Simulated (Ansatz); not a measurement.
# Run report: Ru, geometry relaxation

System: Ru (Fm-3m, 1 atom in the cell).
Method: DFT PBE, scalar-relativistic, plane waves, PAW, no spin polarisation (Ansatz 0.2.0).

The structure derives from an entry of the Crystallography Open Database. Figures and captions count atoms from 1; the log counts them from 0 in places.

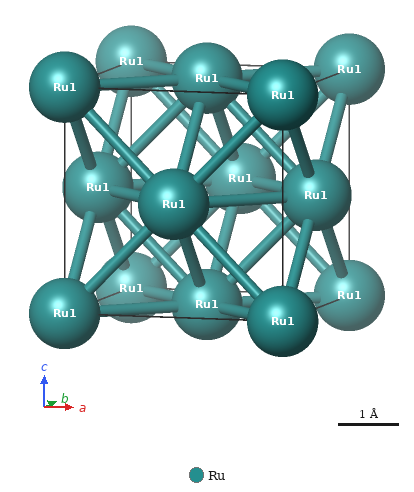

*The structure as given in the input (ball-and-stick view of the cell 4 times as large as that of the calculation, set on its symmetry axes, seen slightly off an axis; atoms are numbered from 1 in the order of the input).*

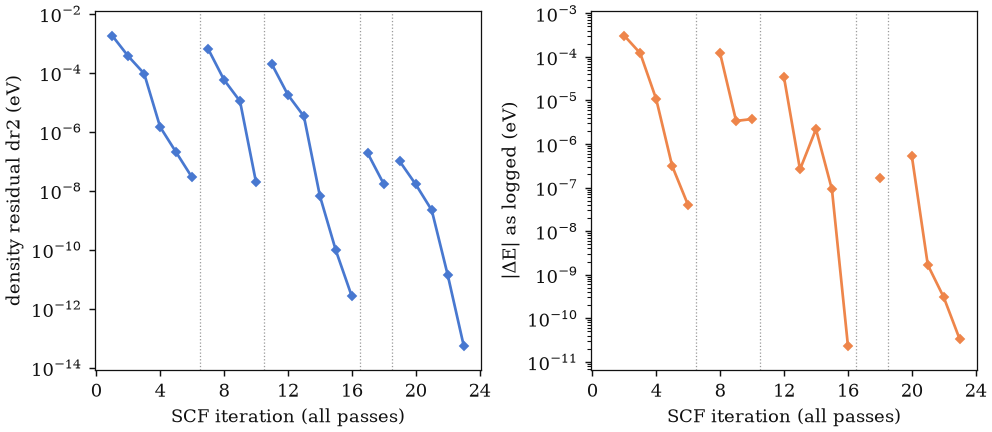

*Convergence of the self-consistent field: density residual dr2 and size of the energy change against the SCF iteration. The dotted lines part the SCF passes of the relaxation: geometry steps, rejected trials and re-solves on a re-selected basis.*

The 5 passes take 2 to 6 iterations each, 23 in all.

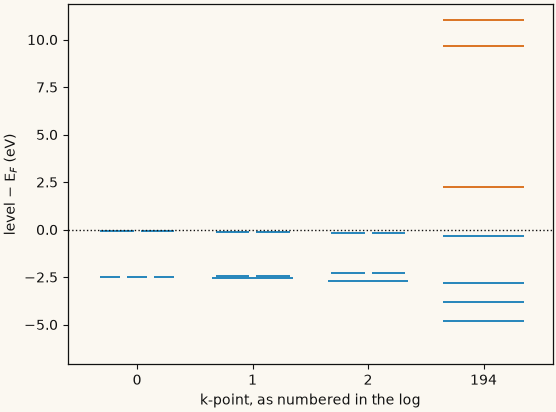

*Kohn–Sham levels near the Fermi level (dotted) at the few k-points that the log prints; levels within 0.02 eV of each other stand side by side.*

The system is metallic on the full mesh.

The input that produced these results follows, with the program's output.

### Input
```yaml
crystal:
  lattice:
    - [0.0, 1.915, 1.915]
    - [1.915, 0.0, 1.915]
    - [1.915, 1.915, 0.0]
  atoms:
    - { symbol: Ru, position: [0.0, 0.0, 0.0] }
basis:
  ecutwfc: 420
kpoints:
  mp_grid: { grid: [18, 18, 18] }
hamiltonian:
  xc: pbe
scf:
  occupations: { method: gaussian, width: 0.1 }
output:
  forces: true
  stress: true
  eigenvalues: true
relax:
  adjacent_minimum: "off"
  f_tol: 0.005
  max_steps: 80
  cell: { stress_tol: 0.05 }
```

Launch command:
```bash
ansatz run input.yaml --threads 4 --pin off --max-ram 2560MiB --backend cpu --events-out ev --progress --plain --runs-dir out
```

### Output
```
Engine: ansatz 0.2.0, x86_64-unknown-linux-gnu
Pseudopotentials: kind: paw
Pseudopotential: Ru, paw, valence charge 16, recommended cutoff 420 eV (normal), Ru.paw.azcp
Functional definition: PBE
  parameter kappa = 0.804
  parameter beta = 0.06672455060314922
  exchange = pbe_x(kappa = kappa, mu = beta*pi^2/3)
  correlation = pbe_c(beta = beta)
Crystal: 1 atoms, lattice volume = 14.045 Å³
Basis set: ecut = 420 eV, 283 PW (Γ), exchange–correlation on 40×40×40 points (8 copies of the dense FFT grid, shifted against one another)
Bands: 12, of which v1, the nominal top of the filled ones, is band 8 counted from 1 (7 counted from 0)
Symmetry: 48 space group operations
Space group: Fm-3m (ITA 225), of the structure as read, at distance tolerance 2.4e-5 Å
k-points: 195 of 5832
Non-local potential: Ru, projectors of the file, l = 0: 3, l = 1: 2, l = 2: 2, l = 3: 1
PAW form: soft (Blöchl's): semilocal exchange-correlation on the pseudo side does not see the compensation charge
PAW one-centre angular grid: Ru, 590 points (default); XC on 64 Gauss nodes
Initial density: superposition of atomic densities (neutral atoms: chi_scale 0, normalization atom), corrected by the library's trained network
Initial wavefunctions: pseudopotential atomic-orbital guess
Functional: x = pbe(κ = 0.804, μ = 0.2195149727645171), c = pbe(β = 0.06672455060314922)
SCF iter   1: F=—  HF=-5878.576928 eV  |F-HF|=—  |Δ(HF+E_count)|=         —  Δρ=7.38e-3  dr2=1.81e-3  ethr=1.77e-3  ⟨swp⟩=5.0  Hψ=13112  notcnv=0
preconditioner: auto → none  [metal: Δε(μ)=0.026 eV  Ē_g=11.263 eV  σ=0.100 eV  W_gap=0.15  n_scr=0 (ndim 8)  ℏωp=28.0 eV  f_vac=0.000  D(μ)=1.05/eV (n_scr^D=14)]
SCF iter   2: F=—  HF=-5878.576621 eV  |F-HF|=—  |Δ(HF+E_count)|=   3.07e-4  Δρ=3.56e-3  dr2=3.65e-4  ethr=1.13e-5  ⟨swp⟩=2.2  Hψ=4922  notcnv=0
SCF iter   3: F=—  HF=-5878.576742 eV  |F-HF|=—  |Δ(HF+E_count)|=   1.21e-4  Δρ=1.09e-3  dr2=9.34e-5  ethr=2.28e-6  ⟨swp⟩=2.7  Hψ=3714  notcnv=0
SCF iter   4: F=—  HF=-5878.576731 eV  |F-HF|=—  |Δ(HF+E_count)|=   1.07e-5  Δρ=1.32e-4  dr2=1.45e-6  ethr=5.84e-7  ⟨swp⟩=2.5  Hψ=3404  notcnv=0
SCF iter   5: F=—  HF=-5878.576732 eV  |F-HF|=—  |Δ(HF+E_count)|=   3.12e-7  Δρ=4.13e-5  dr2=2.01e-7  ethr=9.07e-9  ⟨swp⟩=2.2  Hψ=3649  notcnv=0
SCF iter   6: F=-5878.576731 eV  HF=-5878.576732 eV  |F-HF|=1.91e-8  |Δ(HF+E_count)|=   3.92e-8  Δρ=1.51e-5  dr2=2.80e-8  ethr=6.25e-10  ⟨swp⟩=4.5  Hψ=8130  notcnv=0
SCF 1 converged in 6 iterations: F = -5878.576731 eV  dr2 = 2.80e-8
  greatest PAW one-centre occupation: 0.998 electrons in one spin orbital (limit 2), on the Ru atom at site 0 (counted from 0), in its partial waves of l = 0
relax step   1: F+E_penalty+E_count = -5878.57673148 eV  Δ(F+E_penalty+E_count) = +0.000e0 eV  max|allowed force component| = 0.000e0 eV/Å  Δτ_max = 0.0000 Å  P = -4.576 GPa  Ω = 14.045 Å³  (6 SCF iters, dr2 threshold 1.00e-7 eV, accepted)
Crystal: 1 atoms, lattice volume = 13.588 Å³
Initial density: handed on by an earlier stage of this run
Initial wavefunctions: those handed on with the density
iter 1 solved again at ethr=4.93e-6 eV; its pass at ethr=3.10e-3 eV (dr2=7.89e-4 eV) is discarded
SCF iter   1: F=—  HF=-5878.576056 eV  |F-HF|=—  |Δ(HF+E_count)|=         —  Δρ=2.45e-3  dr2=6.50e-4  ethr=4.93e-6  ⟨swp⟩=2.0  Hψ=16364  notcnv=0
preconditioner: auto → none  [metal: Δε(μ)=0.025 eV  Ē_g=11.598 eV  σ=0.100 eV  W_gap=0.14  n_scr=0 (ndim 8)  ℏωp=28.5 eV  f_vac=0.000  D(μ)=0.98/eV (n_scr^D=14)]
SCF iter   2: F=—  HF=-5878.575936 eV  |F-HF|=—  |Δ(HF+E_count)|=   1.20e-4  Δρ=1.13e-3  dr2=5.74e-5  ethr=4.06e-6  ⟨swp⟩=2.2  Hψ=3256  notcnv=0
SCF iter   3: F=—  HF=-5878.575939 eV  |F-HF|=—  |Δ(HF+E_count)|=   3.38e-6  Δρ=4.70e-4  dr2=1.08e-5  ethr=3.59e-7  ⟨swp⟩=2.0  Hψ=3911  notcnv=0
SCF iter   4: F=-5878.575943 eV  HF=-5878.575943 eV  |F-HF|=1.50e-8  |Δ(HF+E_count)|=   3.73e-6  Δρ=2.43e-5  dr2=1.96e-8  ethr=6.25e-10  ⟨swp⟩=3.3  Hψ=10075  notcnv=0
SCF 2 converged in 4 iterations: F = -5878.575943 eV  dr2 = 1.96e-8
relax step   2: F+E_penalty+E_count = -5878.57594298 eV  Δ(F+E_penalty+E_count) = +7.885e-4 eV  max|allowed force component| = 0.000e0 eV/Å  Δτ_max = 0.0000 Å  P = +5.592 GPa  Ω = 13.588 Å³  energy of the carried Pulay correction = +1.917e-4 eV  (4 SCF iters, dr2 threshold 1.00e-7 eV, rejected (line search))
Crystal: 1 atoms, lattice volume = 13.836 Å³
iter 1 solved again at ethr=1.08e-6 eV; its pass at ethr=3.10e-3 eV (dr2=1.74e-4 eV) is discarded
SCF iter   1: F=—  HF=-5878.579991 eV  |F-HF|=—  |Δ(HF+E_count)|=         —  Δρ=1.31e-3  dr2=1.91e-4  ethr=1.08e-6  ⟨swp⟩=2.0  Hψ=16352  notcnv=0
preconditioner: auto → none  [metal: Δε(μ)=0.022 eV  Ē_g=11.415 eV  σ=0.100 eV  W_gap=0.12  n_scr=0 (ndim 8)  ℏωp=28.2 eV  f_vac=0.000  D(μ)=1.02/eV (n_scr^D=14)]
SCF iter   2: F=—  HF=-5878.579957 eV  |F-HF|=—  |Δ(HF+E_count)|=   3.37e-5  Δρ=6.16e-4  dr2=1.77e-5  ethr=1.08e-6  ⟨swp⟩=2.2  Hψ=3275  notcnv=0
SCF iter   3: F=—  HF=-5878.579957 eV  |F-HF|=—  |Δ(HF+E_count)|=   2.60e-7  Δρ=2.53e-4  dr2=3.32e-6  ethr=1.11e-7  ⟨swp⟩=2.0  Hψ=3911  notcnv=0
SCF iter   4: F=—  HF=-5878.579959 eV  |F-HF|=—  |Δ(HF+E_count)|=   2.19e-6  Δρ=1.36e-5  dr2=6.61e-9  ethr=2.08e-8  ⟨swp⟩=1.9  Hψ=3488  notcnv=0
SCF iter   5: F=—  HF=-5878.579960 eV  |F-HF|=—  |Δ(HF+E_count)|=   9.02e-8  Δρ=1.48e-6  dr2=9.35e-11  ethr=4.13e-11  ⟨swp⟩=2.1  Hψ=3773  notcnv=0
SCF iter   6: F=-5878.579960 eV  HF=-5878.579960 eV  |F-HF|=9.09e-13  |Δ(HF+E_count)|=  2.36e-11  Δρ=1.58e-7  dr2=2.59e-12  ethr=1.00e-12  ⟨swp⟩=5.3  Hψ=9526  notcnv=0
SCF 3 converged in 6 iterations: F = -5878.579960 eV  dr2 = 2.59e-12
relax step   3: F+E_penalty+E_count = -5878.57995958 eV  Δ(F+E_penalty+E_count) = -3.228e-3 eV  max|allowed force component| = 0.000e0 eV/Å  Δτ_max = 0.0000 Å  P = -0.161 GPa  Ω = 13.836 Å³  energy of the carried Pulay correction = +8.708e-5 eV  (6 SCF iters, accepted)
Crystal: 1 atoms, lattice volume = 13.828 Å³
iter 1 solved again at ethr=1.03e-9 eV; its pass at ethr=3.10e-3 eV (dr2=1.65e-7 eV) is discarded
SCF iter   1: F=—  HF=-5878.579967 eV  |F-HF|=—  |Δ(HF+E_count)|=         —  Δρ=4.02e-5  dr2=1.82e-7  ethr=1.03e-9  ⟨swp⟩=2.0  Hψ=15514  notcnv=0
preconditioner: auto → none  [metal: Δε(μ)=0.022 eV  Ē_g=11.419 eV  σ=0.100 eV  W_gap=0.12  n_scr=0 (ndim 8)  ℏωp=28.2 eV  f_vac=0.000  D(μ)=1.02/eV (n_scr^D=14)]
SCF iter   2: F=-5878.579966 eV  HF=-5878.579966 eV  |F-HF|=9.40e-10  |Δ(HF+E_count)|=   1.64e-7  Δρ=1.89e-5  dr2=1.67e-8  ethr=4.03e-10  ⟨swp⟩=3.0  Hψ=8408  notcnv=0
SCF 4 converged in 2 iterations: F = -5878.579966 eV  dr2 = 1.67e-8
relax step   4: F+E_penalty+E_count = -5878.57996637 eV  Δ(F+E_penalty+E_count) = -6.789e-6 eV  max|allowed force component| = 0.000e0 eV/Å  Δτ_max = 0.0000 Å  P = +0.005 GPa  Ω = 13.828 Å³  energy of the carried Pulay correction = +9.023e-5 eV  (2 SCF iters, dr2 threshold 6.45e-8 eV, accepted)
Initial wavefunctions: pseudopotential atomic-orbital guess (no wavefunctions were taken with the density)
iter 1 solved again at ethr=1.71e-7 eV; its pass at ethr=3.10e-3 eV (dr2=2.74e-5 eV) is discarded
SCF iter   1: F=—  HF=-5878.579870 eV  |F-HF|=—  |Δ(HF+E_count)|=         —  Δρ=5.44e-5  dr2=9.82e-8  ethr=1.71e-7  ⟨swp⟩=3.2  Hψ=19673  notcnv=0
preconditioner: auto → none  [metal: Δε(μ)=0.022 eV  Ē_g=11.420 eV  σ=0.100 eV  W_gap=0.12  n_scr=0 (ndim 8)  ℏωp=28.2 eV  f_vac=0.000  D(μ)=1.02/eV (n_scr^D=14)]
SCF iter   2: F=—  HF=-5878.579869 eV  |F-HF|=—  |Δ(HF+E_count)|=   5.29e-7  Δρ=2.28e-5  dr2=1.63e-8  ethr=6.14e-10  ⟨swp⟩=2.6  Hψ=3884  notcnv=0
SCF iter   3: F=—  HF=-5878.579869 eV  |F-HF|=—  |Δ(HF+E_count)|=   1.67e-9  Δρ=7.00e-6  dr2=2.18e-9  ethr=1.02e-10  ⟨swp⟩=2.1  Hψ=2873  notcnv=0
SCF iter   4: F=—  HF=-5878.579869 eV  |F-HF|=—  |Δ(HF+E_count)|=  3.01e-10  Δρ=8.31e-7  dr2=1.39e-11  ethr=1.36e-11  ⟨swp⟩=2.1  Hψ=3877  notcnv=0
SCF iter   5: F=-5878.579869 eV  HF=-5878.579869 eV  |F-HF|=1.82e-12  |Δ(HF+E_count)|=  3.27e-11  Δρ=3.47e-8  dr2=5.59e-14  ethr=1.00e-12  ⟨swp⟩=5.0  Hψ=8495  notcnv=0
SCF 5 converged in 5 iterations: F = -5878.579869 eV  dr2 = 5.59e-14
relax step   5: F+E_penalty+E_count = -5878.57986934 eV  Δ(F+E_penalty+E_count) = +9.703e-5 eV  max|allowed force component| = 0.000e0 eV/Å  Δτ_max = 0.0000 Å  P = +0.016 GPa  Ω = 13.828 Å³  stress off target by 1.59e-2 GPa  SCF on the basis re-selected at this cell (its energy is not comparable with the rows above)  (5 SCF iters)
basis re-selected at this cell: Δ(F+E_penalty+E_count) = +9.703e-5 eV, ΔP = +0.011 GPa vs the last step (what re-selecting the basis moved, of the pressure what is left beyond the Pulay correction that the steps carried, after the strain that the cell walked since its last selection, with what the two solves' SCF thresholds leave and, on support functions, any second-order correction that the steps lacked; it is no measure of the basis error at this ecutwfc). This SCF's stress stands 1.59e-2 GPa from its target on what of the cell is left free (relax.cell.stress_tol is 5.00e-2 GPa) and its largest allowed force component is 0.00e0 eV/Å (relax.f_tol is 5.00e-3 eV/Å): within both
SCF converged after 5 iterations
Free energy (F): -5878.579869 eV
Harris-Foulkes:  -5878.579869 eV  (|F-HF|=1.82e-12)
Internal energy: -5878.574777 eV  (E = F + TS)
E sigma→0 (E₀):  -5878.577323 eV
Entropy (-TS):   -0.005093 eV (-5.093 meV/atom)
Fermi energy:    22.879563 eV
--- Per-component energies (eV) ---
  E_band       = -60.183695
  E_kinetic    = 513.847969
  E_local      = -1276.519553  (includes V_loc(G=0)·N_el)
  E_nonlocal   = 343.107910
  E_hartree    = 410.052848
  E_xc         = -190.429992
  E_vxc        = -239.067204  (∫ρ·V_xc dr)
  E_paw        = -3460.723807  (= ΣΔE_a)
  E_vpaw       = -221.658325  (= ΣTr[D̂ρ^β])
  E_aug_tail   = -0.000195  (compensation charges beyond the density's cutoff)
  E_ewald      = -2217.909957
  E_smearing   = -0.005093  (= −TS)
  E_closure    = 0.000000  (closes the sum)
  Σ components = -5878.579869   (vs F -5878.579869, Δ=0.00e0)
--- Forces (eV/Å), atoms counted from 1 ---
  atom   1  Ru    -0.00000000     0.00000000     0.00000000
  max |Σ_I F_I| component: 2.16e-32 eV/Å
--- Stress (GPa, compression-positive) ---
        0.015900      -0.000000      -0.000000
       -0.000000       0.015900      -0.000000
       -0.000000      -0.000000       0.015900
  P = ⅓ Tr σ = 0.0159 GPa (0.159 kbar)
--- Band table (eV; the first three rows and the last of 195) ---
  k-point 0: bands = ["-50.0722", "-19.4787", "-19.4787", "-19.4787", "15.1216", "20.4042", "20.4042", "20.4042", "22.7877", "22.7877", "37.7889", "43.2895"]
  k-point 1: bands = ["-50.0672", "-19.5104", "-19.4828", "-19.4828", "15.2511", "20.3365", "20.4589", "20.4589", "22.7528", "22.7528", "38.0021", "42.6827"]
  k-point 2: bands = ["-50.0528", "-19.6011", "-19.4948", "-19.4948", "15.6215", "20.1668", "20.6017", "20.6017", "22.6765", "22.6765", "38.5850", "41.4005"]
  k-point 194: bands = ["-49.8489", "-20.1892", "-20.0885", "-19.8564", "18.0561", "19.0641", "20.0840", "22.5259", "25.1169", "32.5433", "33.9227", "34.7954"]
--- Relaxed structure (4 steps of the walk, 3 accepted, 1 SCFs on fresh bases) ---
  F+E_penalty+E_count = -5878.57986934 eV   max|allowed force component| = 0.000e0 eV/Å   (the final SCF, on the basis selected at the relaxed cell)
  cell:  # Å, volume = 13.8284 Å³
    - [-1.019074406579118e-34, 1.9050840396324162, 1.9050840396324162]
    - [1.9050840396324162, 1.019074406579118e-33, 1.9050840396324162]
    - [1.9050840396324162, 1.9050840396324162, 7.133520846053826e-34]
  atoms:
    - { symbol: Ru, position: [0.0, 0.0, 0.0] }
```

### Trajectory as extended XYZ (Å, eV, eV/Å), 5 frames, from step=1 to step=5
```
1
Lattice="0.0000 1.9150 1.9150 1.9150 0.0000 1.9150 1.9150 1.9150 0.0000" Properties=species:S:1:pos:R:3:forces:R:3 step=1 energy=-5878.57673 pressure_GPa=-4.58
Ru    0.0000    0.0000    0.0000    0.0000   0.0000   0.0000
1
Lattice="0.0000 1.8940 1.8940 1.8940 0.0000 1.8940 1.8940 1.8940 0.0000" Properties=species:S:1:pos:R:3:forces:R:3 step=2 energy=-5878.57594 pressure_GPa=5.59 accepted=F
Ru    0.0000    0.0000    0.0000    0.0000   0.0000   0.0000
1
Lattice="0.0000 1.9054 1.9054 1.9054 0.0000 1.9054 1.9054 1.9054 0.0000" Properties=species:S:1:pos:R:3:forces:R:3 step=3 energy=-5878.57996 pressure_GPa=-0.16
Ru    0.0000    0.0000    0.0000    0.0000   0.0000   0.0000
1
Lattice="0.0000 1.9051 1.9051 1.9051 0.0000 1.9051 1.9051 1.9051 0.0000" Properties=species:S:1:pos:R:3:forces:R:3 step=4 energy=-5878.57997 pressure_GPa=0.00
Ru    0.0000    0.0000    0.0000    0.0000   0.0000   0.0000
1
Lattice="0.0000 1.9051 1.9051 1.9051 0.0000 1.9051 1.9051 1.9051 0.0000" Properties=species:S:1:pos:R:3:forces:R:3 step=5 energy=-5878.57987 pressure_GPa=0.02
Ru    0.0000    0.0000    0.0000    0.0000   0.0000   0.0000
```

### Results in brief

- outcome: converged
- space group (tolerance 0.01 Å): Fm-3m (225)
- electrons treated: 16
- free energy: −5878.5799 eV
- Fermi energy: 22.880 eV
- gap on the k-point mesh: none (metallic)
- pressure: 0.02 GPa
- final volume: 13.83 Å³
- largest force (length of the vector) at the end: under 0.001 eV/Å
- final cell: a = 2.694 Å, b = 2.694 Å, c = 2.694 Å, α = 60.00°, β = 60.00°, γ = 60.00°
- hardware: 4 threads of Intel Xeon @ 2.30GHz, 28 GiB of memory available, shared host
- wall time: 3.1 s (CPU time 9.7 s)
- peak memory: 0.4 GiB
